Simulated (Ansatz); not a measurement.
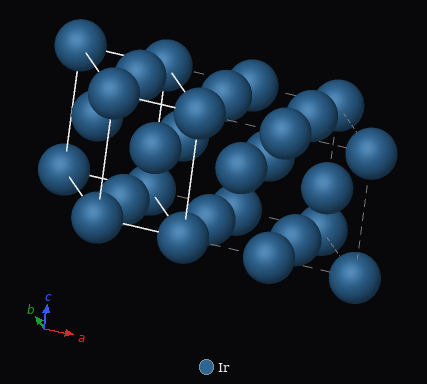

Structure drawing (spheres-only), viewed slightly off an axis. A block of 3×1×1 cells is shown, with one unit cell in solid outline. Cell: a = 2.719 Å, b = 4.710 Å, c = 5.179 Å, α = 117.04°, β = 105.22°, γ = 90.00°.

Notes on the structure:

The element is iridium. No point symmetry survives, so the space group is P1. It is a distorted form of a primitive hexagonal structure, space group P6_3/mmc (No. 194) within 0.45 Å: hexagonal close-packed (Mg type). The cell holds four atoms.

Starting structure: a structure listed in the Materials Project. The cell was then strained or its atoms displaced on purpose. It was set up as input for a calculation with Ansatz.
